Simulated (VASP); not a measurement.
# Al: geometry relaxation (part 2 of 4)

Al (P-1, 1 atom in the cell); Kohn-Sham DFT of a periodic cell, r2SCAN, VASP PAW PBE potentials, recommended, no spin polarisation (VASP 6.6.1); cutoff 600 eV, 11×12×12 k-mesh, methfessel-paxton of 0.1 eV. The structure derives from a Materials Project entry. It belongs to a series of runs on one base structure; here: cell sheared at random, sigma 0.03, atoms nudged by 0.01 A.

Geometry of the input (Å; fractional positions):
```
-1.5759  1.6569  1.6580
1.4795  -1.5976  1.5023
1.6145  1.6362  -1.5987
Al 0.0000  0.0000  0.0000
```

OSZICAR, continued:
```
       N       E                     dE             d eps       ncg     rms          rms(c)
DAV:   1    -0.671468113106E+01   -0.42845E-02   -0.74991E-03 10910   0.441E-01    0.332E-02
DAV:   2    -0.671467168658E+01    0.94445E-05   -0.35209E-05  9360   0.554E-02    0.192E-02
DAV:   3    -0.671466270357E+01    0.89830E-05   -0.12899E-05 10380   0.242E-02    0.263E-03
DAV:   4    -0.671466290570E+01   -0.20213E-06   -0.15946E-06  9805   0.119E-02    0.115E-03
DAV:   5    -0.671466279046E+01    0.11524E-06   -0.36074E-07  9160   0.575E-03    0.885E-04
DAV:   6    -0.671466272137E+01    0.69084E-07   -0.76218E-08  5080   0.269E-03
  23 F= -.67146627E+01 E0= -.67146175E+01  d E =-.426615E-02
       N       E                     dE             d eps       ncg     rms          rms(c)
DAV:   1    -0.672757965353E+01   -0.12917E-01   -0.64349E-02 10830   0.134E+00    0.912E-02
DAV:   2    -0.672754164718E+01    0.38006E-04   -0.30919E-04  9285   0.167E-01    0.522E-02
DAV:   3    -0.672748425022E+01    0.57397E-04   -0.10979E-04 10455   0.707E-02    0.758E-03
DAV:   4    -0.672748565240E+01   -0.14022E-05   -0.13413E-05  9910   0.342E-02    0.335E-03
DAV:   5    -0.672748468842E+01    0.96399E-06   -0.27590E-06  9225   0.156E-02    0.276E-03
DAV:   6    -0.672748428735E+01    0.40106E-06   -0.54205E-07  8885   0.732E-03    0.253E-04
DAV:   7    -0.672748429021E+01   -0.28519E-08   -0.54326E-08  5120   0.234E-03
  24 F= -.67274843E+01 E0= -.67275090E+01  d E =-.170877E-01
       N       E                     dE             d eps       ncg     rms          rms(c)
DAV:   1    -0.673946129809E+01   -0.11977E-01   -0.19756E-01 10870   0.274E+00    0.200E-01
DAV:   2    -0.673917727362E+01    0.28402E-03   -0.13346E-03  9240   0.346E-01    0.114E-01
DAV:   3    -0.673888319583E+01    0.29408E-03   -0.60642E-04 10215   0.160E-01    0.167E-02
DAV:   4    -0.673887825231E+01    0.49435E-05   -0.78371E-05  9890   0.781E-02    0.706E-03
DAV:   5    -0.673887042480E+01    0.78275E-05   -0.17488E-05  9140   0.363E-02    0.670E-03
DAV:   6    -0.673886796205E+01    0.24628E-05   -0.25978E-06  9035   0.153E-02    0.305E-04
DAV:   7    -0.673886788269E+01    0.79356E-07   -0.23877E-07  9070   0.554E-03
  25 F= -.67388679E+01 E0= -.67388792E+01  d E =-.284713E-01
       N       E                     dE             d eps       ncg     rms          rms(c)
DAV:   1    -0.674156152368E+01   -0.26936E-02   -0.14897E-02 10265   0.756E-01    0.127E-01
DAV:   2    -0.674165536346E+01   -0.93840E-04   -0.22672E-04 10275   0.133E-01    0.394E-02
DAV:   3    -0.674161470933E+01    0.40654E-04   -0.67600E-05  9115   0.577E-02    0.154E-02
DAV:   4    -0.674163438086E+01   -0.19672E-04   -0.54942E-05  9510   0.595E-02    0.654E-03
DAV:   5    -0.674162120804E+01    0.13173E-04   -0.46643E-06  9100   0.159E-02    0.906E-03
DAV:   6    -0.674161596337E+01    0.52447E-05   -0.38903E-06  9845   0.152E-02    0.164E-03
DAV:   7    -0.674161629374E+01   -0.33037E-06   -0.90395E-08  8115   0.302E-03    0.888E-04
DAV:   8    -0.674161631911E+01   -0.25363E-07   -0.20344E-09  4315   0.520E-04
  26 F= -.67416163E+01 E0= -.67416411E+01  d E =-.274844E-02
       N       E                     dE             d eps       ncg     rms          rms(c)
DAV:   1    -0.674244281180E+01   -0.82652E-03   -0.85658E-03 10260   0.575E-01    0.976E-02
DAV:   2    -0.674249966986E+01   -0.56858E-04   -0.13011E-04 10275   0.101E-01    0.313E-02
DAV:   3    -0.674247760155E+01    0.22068E-04   -0.41766E-05  9155   0.455E-02    0.112E-02
DAV:   4    -0.674248945359E+01   -0.11852E-04   -0.33628E-05  9545   0.469E-02    0.469E-03
DAV:   5    -0.674248303790E+01    0.64157E-05   -0.17207E-06  9090   0.989E-03    0.685E-03
DAV:   6    -0.674247836865E+01    0.46693E-05   -0.33687E-06  9615   0.141E-02    0.209E-03
DAV:   7    -0.674247865977E+01   -0.29112E-06   -0.54425E-08  6615   0.215E-03    0.126E-03
DAV:   8    -0.674247869866E+01   -0.38889E-07   -0.11441E-09  4295   0.378E-04
  27 F= -.67424787E+01 E0= -.67424831E+01  d E =-.361082E-02
       N       E                     dE             d eps       ncg     rms          rms(c)
DAV:   1    -0.674252520581E+01   -0.46546E-04   -0.74533E-04 10280   0.169E-01    0.290E-02
DAV:   2    -0.674253365007E+01   -0.84443E-05   -0.11311E-05 10220   0.299E-02    0.937E-03
DAV:   3    -0.674253420975E+01   -0.55968E-06   -0.37364E-06  9210   0.136E-02    0.321E-03
DAV:   4    -0.674253614350E+01   -0.19337E-05   -0.30287E-06  9515   0.141E-02    0.134E-03
DAV:   5    -0.674253558601E+01    0.55750E-06   -0.13763E-07  8570   0.281E-03    0.199E-03
DAV:   6    -0.674253477560E+01    0.81041E-06   -0.30434E-07  9425   0.425E-03    0.625E-04
DAV:   7    -0.674253485160E+01   -0.75998E-07   -0.33075E-09  4250   0.552E-04
  28 F= -.67425349E+01 E0= -.67425332E+01  d E =-.366697E-02
       N       E                     dE             d eps       ncg     rms          rms(c)
DAV:   1    -0.674420109150E+01   -0.16663E-02   -0.96581E-03  9995   0.568E-01    0.393E-02
DAV:   2    -0.674418190611E+01    0.19185E-04   -0.55451E-05  9920   0.682E-02    0.236E-02
DAV:   3    -0.674416610712E+01    0.15799E-04   -0.26778E-05 10140   0.324E-02    0.154E-03
DAV:   4    -0.674416582814E+01    0.27898E-06   -0.22855E-06  9715   0.140E-02    0.855E-04
DAV:   5    -0.674416585108E+01   -0.22937E-07   -0.42792E-07  9315   0.612E-03
  29 F= -.67441659E+01 E0= -.67442190E+01  d E =-.163100E-02
       N       E                     dE             d eps       ncg     rms          rms(c)
DAV:   1    -0.674465359731E+01   -0.48777E-03   -0.39612E-03 10040   0.360E-01    0.230E-02
DAV:   2    -0.674464827214E+01    0.53252E-05   -0.21251E-05  9890   0.427E-02    0.139E-02
DAV:   3    -0.674464222754E+01    0.60446E-05   -0.10389E-05 10220   0.200E-02    0.861E-04
DAV:   4    -0.674464223640E+01   -0.88651E-08   -0.86610E-07  9750   0.884E-03
  30 F= -.67446422E+01 E0= -.67446430E+01  d E =-.210738E-02
       N       E                     dE             d eps       ncg     rms          rms(c)
DAV:   1    -0.674468961992E+01   -0.47392E-04   -0.15606E-02 10015   0.710E-01    0.498E-02
DAV:   2    -0.674466179370E+01    0.27826E-04   -0.86663E-05  9960   0.854E-02    0.300E-02
DAV:   3    -0.674463650925E+01    0.25284E-04   -0.44558E-05 10060   0.425E-02    0.180E-03
DAV:   4    -0.674463663121E+01   -0.12196E-06   -0.45089E-06  9685   0.208E-02    0.109E-03
DAV:   5    -0.674463661739E+01    0.13818E-07   -0.94526E-07  9225   0.102E-02
  31 F= -.67446366E+01 E0= -.67445872E+01  d E =-.210177E-02
       N       E                     dE             d eps       ncg     rms          rms(c)
DAV:   1    -0.674477013504E+01   -0.13350E-03   -0.40232E-03 10005   0.360E-01    0.255E-02
DAV:   2    -0.674476269477E+01    0.74403E-05   -0.22807E-05  9895   0.438E-02    0.153E-02
DAV:   3    -0.674475773500E+01    0.49598E-05   -0.10207E-05 10130   0.208E-02    0.847E-04
DAV:   4    -0.674475772206E+01    0.12943E-07   -0.10373E-06  9570   0.996E-03    0.589E-04
DAV:   5    -0.674475768876E+01    0.33295E-07   -0.21297E-07  8925   0.468E-03
  32 F= -.67447577E+01 E0= -.67447022E+01  d E =-.222284E-02
       N       E                     dE             d eps       ncg     rms          rms(c)
DAV:   1    -0.674514536347E+01   -0.38764E-03   -0.39000E-03 10565   0.380E-01    0.561E-02
DAV:   2    -0.674513957326E+01    0.57902E-05   -0.48819E-05  9660   0.618E-02    0.205E-02
DAV:   3    -0.674511920620E+01    0.20367E-04   -0.19806E-05  9580   0.297E-02    0.619E-03
DAV:   4    -0.674511898776E+01    0.21844E-06   -0.13244E-05  9605   0.284E-02    0.263E-03
DAV:   5    -0.674511594921E+01    0.30385E-05   -0.93365E-07  9270   0.717E-03    0.391E-03
DAV:   6    -0.674511622626E+01   -0.27705E-06   -0.60154E-07  9840   0.597E-03    0.467E-04
DAV:   7    -0.674511616114E+01    0.65124E-07   -0.94044E-09  4520   0.110E-03
  33 F= -.67451162E+01 E0= -.67451058E+01  d E =-.358472E-03
       N       E                     dE             d eps       ncg     rms          rms(c)
DAV:   1    -0.674512204066E+01   -0.58144E-05   -0.10005E-04 10560   0.609E-02    0.909E-03
DAV:   2    -0.674512067397E+01    0.13667E-05   -0.12515E-06  9700   0.995E-03    0.331E-03
DAV:   3    -0.674511910838E+01    0.15656E-05   -0.50944E-07  9500   0.477E-03    0.969E-04
DAV:   4    -0.674511888604E+01    0.22234E-06   -0.33733E-07  9475   0.458E-03    0.424E-04
DAV:   5    -0.674511882505E+01    0.60996E-07   -0.22343E-08  4510   0.112E-03
  34 F= -.67451188E+01 E0= -.67451105E+01  d E =-.361136E-03
       N       E                     dE             d eps       ncg     rms          rms(c)
DAV:   1    -0.674515258110E+01   -0.33695E-04   -0.41491E-04 10830   0.122E-01    0.161E-02
DAV:   2    -0.674515513954E+01   -0.25584E-05   -0.46088E-06  9520   0.195E-02    0.648E-03
DAV:   3    -0.674515601527E+01   -0.87573E-06   -0.21856E-06  9445   0.950E-03    0.178E-03
DAV:   4    -0.674515642255E+01   -0.40728E-06   -0.10906E-06  9700   0.839E-03    0.769E-04
DAV:   5    -0.674515624700E+01    0.17555E-06   -0.36062E-08  5005   0.148E-03    0.100E-03
DAV:   6    -0.674515592318E+01    0.32383E-06   -0.97007E-08  6365   0.243E-03    0.219E-04
DAV:   7    -0.674515595219E+01   -0.29015E-07   -0.25630E-09  4255   0.456E-04
  35 F= -.67451560E+01 E0= -.67451525E+01  d E =-.371271E-04
       N       E                     dE             d eps       ncg     rms          rms(c)
DAV:   1    -0.674515605549E+01   -0.13231E-06   -0.61349E-07 10910   0.468E-03    0.654E-04
DAV:   2    -0.674515615226E+01   -0.96765E-07   -0.65054E-09  4630   0.763E-04
  36 F= -.67451562E+01 E0= -.67451528E+01  d E =-.373272E-04
       N       E                     dE             d eps       ncg     rms          rms(c)
DAV:   1    -0.674516119560E+01   -0.51401E-05   -0.26287E-05  9510   0.341E-02    0.378E-03
DAV:   2    -0.674516198453E+01   -0.78893E-06   -0.26586E-07 10175   0.467E-03    0.140E-03
DAV:   3    -0.674516244278E+01   -0.45825E-06   -0.64401E-08  6625   0.203E-03    0.495E-04
DAV:   4    -0.674516263592E+01   -0.19314E-06   -0.76029E-08  4975   0.229E-03    0.116E-04
DAV:   5    -0.674516262058E+01    0.15338E-07   -0.11303E-08  4285   0.772E-04
  37 F= -.67451626E+01 E0= -.67451608E+01  d E =-.646833E-05
```

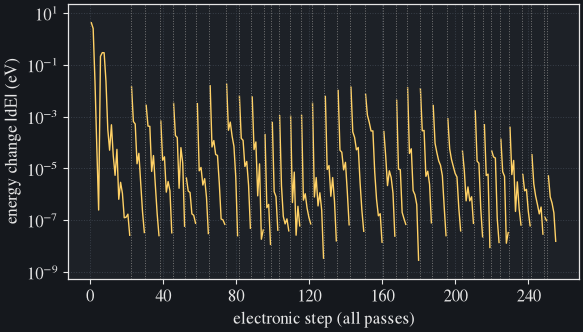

Convergence of the self-consistent field: energy change |dE| against the electronic step. Each stretch between dotted lines is the SCF of one geometry step of a relaxation. The 37 ionic steps take 2 to 22 electronic steps each. The density is held fixed in the first few steps, and dE rises again when its update begins.

Parts of OUTCAR:
```
SYSTEM = Al
   EDIFF = 1E-7
   EDIFFG = -0.005
   ENCUT = 600
   IBRION = 2
   ISIF = 3
   ISMEAR = 1
   LASPH = .True.
   LREAL = .False.
   METAGGA = R2SCAN
   NELM = 100
   NSW = 60
   PREC = Accurate

 ion  position               nearest neighbor table
   1  0.000  0.000  0.000-

  LATTYP: Found a triclinic cell.
 ALAT       =     2.6454010133
 B/A-ratio  =     1.6944159200
 C/A-ratio  =     1.0676998823
 COS(alpha) =     0.0003266186
 COS(beta)  =     0.3329699808
 COS(gamma) =     0.8117332543

  Lattice vectors:

 A1 = (   1.4794763400,  -1.5976414500,   1.5022776300)
 A2 = (  -0.1349784800,  -3.2338373300,   3.1009793100)
 A3 = (   1.5759003900,  -1.6569236100,  -1.6579838500)

Analysis of symmetry for initial positions (statically):
=====================================================================
 Subroutine PRICEL returns:
 Original cell was already a primitive cell.

 Routine SETGRP: Setting up the symmetry group for a
 triclinic supercell.

 Subroutine GETGRP returns: Found  2 space group operations
 (whereof  2 operations were pure point group operations)
 out of a pool of  2 trial point group operations.

The static configuration has the point symmetry S_2 .

Analysis of symmetry for dynamics (positions and initial velocities):
=====================================================================
 Subroutine PRICEL returns:
 Original cell was already a primitive cell.

 Routine SETGRP: Setting up the symmetry group for a
 triclinic supercell.

 Subroutine GETGRP returns: Found  2 space group operations
 (whereof  2 operations were pure point group operations)
 out of a pool of  2 trial point group operations.

The dynamic configuration has the point symmetry S_2 .

 Subroutine INISYM returns: Found  2 space group operations
 (whereof  2 operations are pure point group operations),
 and found     1 'primitive' translations

----------------------------------------------------------------------------------------

                                     Primitive cell

  volume of cell :      16.0761

  direct lattice vectors                    reciprocal lattice vectors
    -1.575900390  1.656923610  1.657983850     0.005979769  0.297994469  0.311021997
     1.479476340 -1.597641450  1.502277630     0.333519928 -0.009787513  0.326789278
     1.614454820  1.636195880 -1.598701680     0.319605524  0.299847346  0.004126893

  length of vectors
     2.824494350  2.645401013  2.799901496     0.430779693  0.467035941  0.438261512

  position of ions in fractional coordinates (direct lattice)
     0.000000000  0.000000000  0.000000000

  ion indices of the primitive-cell ions
   primitive index   ion index
                 1           1

----------------------------------------------------------------------------------------

 KPOINTS: k-points

Automatic generation of k-mesh.
 Grid dimensions read from file:
 generate k-points for:   11   12   12

 Generating k-lattice:

  Cartesian coordinates                     Fractional coordinates (reciprocal lattice)
     0.000543615  0.027090406  0.028274727     0.090909091  0.000000000  0.000000000
     0.027793327 -0.000815626  0.027232440     0.000000000  0.083333333 -0.000000000
     0.026633794  0.024987279  0.000343908     0.000000000 -0.000000000  0.083333333

  Length of vectors
     0.039161790  0.038919662  0.036521793

  Shift w.r.t. Gamma in fractional coordinates (k-lattice)
     0.000000000  0.000000000  0.000000000

 Subroutine IBZKPT returns following result:
 ===========================================

 Found    794 irreducible k-points:

 Following reciprocal coordinates:
            Coordinates               Weight
  0.000000  0.000000  0.000000      1.000000
  0.090909  0.000000  0.000000      2.000000
  0.181818  0.000000  0.000000      2.000000
  0.272727  0.000000  0.000000      2.000000
  0.363636 -0.000000  0.000000      2.000000
  0.454545  0.000000  0.000000      2.000000
 -0.000000  0.083333 -0.000000      2.000000
  0.090909  0.083333  0.000000      2.000000
  0.181818  0.083333  0.000000      2.000000
  0.272727  0.083333  0.000000      2.000000
  0.363636  0.083333  0.000000      2.000000
  0.454545  0.083333  0.000000      2.000000
 -0.454545  0.083333  0.000000      2.000000
 -0.363636  0.083333 -0.000000      2.000000
 -0.272727  0.083333 -0.000000      2.000000
 -0.181818  0.083333 -0.000000      2.000000
 -0.090909  0.083333  0.000000      2.000000
 -0.000000  0.166667  0.000000      2.000000
  0.090909  0.166667  0.000000      2.000000
  0.181818  0.166667 -0.000000      2.000000
  0.272727  0.166667  0.000000      2.000000
  0.363636  0.166667  0.000000      2.000000
  0.454545  0.166667  0.000000      2.000000
 -0.454545  0.166667  0.000000      2.000000
 [... further k-points ...]
   k-points           NKPTS =    794   k-points in BZ     NKDIM =    794   number of bands    NBANDS=      5
   number of dos      NEDOS =    301   number of ions     NIONS =      1
   total plane-waves  NPLWV =  13824
   dimension x,y,z NGX =    24 NGY =   24 NGZ =   24
   dimension x,y,z NGXF=    48 NGYF=   48 NGZF=   48
   ions per type =               1
   NGX,Y,Z   is equivalent  to a cutoff of  14.13, 15.08, 14.25 a.u.
   NGXF,Y,Z  is equivalent  to a cutoff of  28.25, 30.16, 28.50 a.u.
 SYSTEM =  Al
   PREC   = accura    normal or accurate (medium, high low for compatibility)
   ISTART =      0    job   : 0-new  1-cont  2-samecut
   ICHARG =      2    charge: 1-file 2-atom 10-const
   ISPIN  =      1    spin polarized calculation?
   LNONCOLLINEAR =      F non collinear calculations
   LSORBIT =      F    spin-orbit coupling
   LASPH  =      T    aspherical Exc in radial PAW
   ENCUT  =  600.0 eV  44.10 Ry    6.64 a.u.   5.64  5.28  5.59*2*pi/ulx,y,z
   NELM   =    100;   NELMIN=  2; NELMDL= -5     # of ELM steps
   EDIFF  = 0.1E-06   stopping-criterion for ELM
   LREAL  =      F    real-space projection
   EDIFFG = -.5E-02   stopping-criterion for IOM
   NSW    =     60    number of steps for IOM
   IBRION =      2    ionic relax: 0-MD 1-quasi-New 2-CG
   NFREE  =      1    steps in history (QN), initial steepest desc. (CG)
   ISIF   =      3    stress and relaxation
   ISYM   =      2    0-nonsym 1-usesym 2-fastsym
   POTIM  = 0.5000    time-step for ionic-motion
   TEBEG  =    0.0;   TEEND  =   0.0 temperature during run
   PSTRESS=    0.0 pullay stress
   NELECT =       3.0000    total number of electrons
   NUPDOWN=      -1.0000    fix difference up-down
   EMIN   =  10.00;   EMAX   =-10.00  energy-range for DOS
   EFERMI =   0.00;   METHOD = LEGACY
   ISMEAR =     1;   SIGMA  =   0.10  broadening in eV -4-tet -1-fermi 0-gaus
   EFERMI_NEDOS =   21; number of points for ismear=-14 and -15
   IALGO  =     38    algorithm
   IMIX   =      4    mixing-type and parameters
     AMIX     =   0.40;   BMIX     =  1.00
     AMIX_MAG =   1.60;   BMIX_MAG =  1.00
  volume/ion in A,a.u.               =      16.08       108.49
  Fermi-wavevector in a.u.,A,eV,Ry     =   0.935523  1.767883 11.907874  0.875204
  Thomas-Fermi vector in A             =   2.062440
   LORBIT       =      0    0 simple, 1 ext, 2 COOP (PROOUT), +10 PAW based schemes
   METAGGA = R2SCAN    functional components
   LHFCALC =     F    Hartree Fock is set to
   AEXX    =    0.0000 exact exchange contribution
   IVDW    =     0    specifies the selected vdW correction
   LEPSILON=     F    determine dielectric tensor
   LRPA    =     F    only Hartree local field effects (RPA)
 conjugate gradient relaxation of ions
 non-spin polarized calculation
 Methfessel and Paxton  Order N= 1 SIGMA  =   0.10
  energy-cutoff  :      600.00
  volume of cell :       16.08
 maximum number of plane-waves:       551
   NGX = 11   NGY = 11   NGZ = 11

--------------------------------------- Ionic step        1  -------------------------------------------

 number of electron       3.0000000 magnetization

 Free energy of the ion-electron system (eV)
  ---------------------------------------------------
  ext. energy  EPLUGINS =         0.00000000
  ---------------------------------------------------
  free energy    TOTEN  =        -6.61082959 eV

  energy without entropy =       -6.61071680  energy(sigma->0) =       -6.61079200

------------------------ aborting loop because EDIFF is reached ----------------------------------------
```
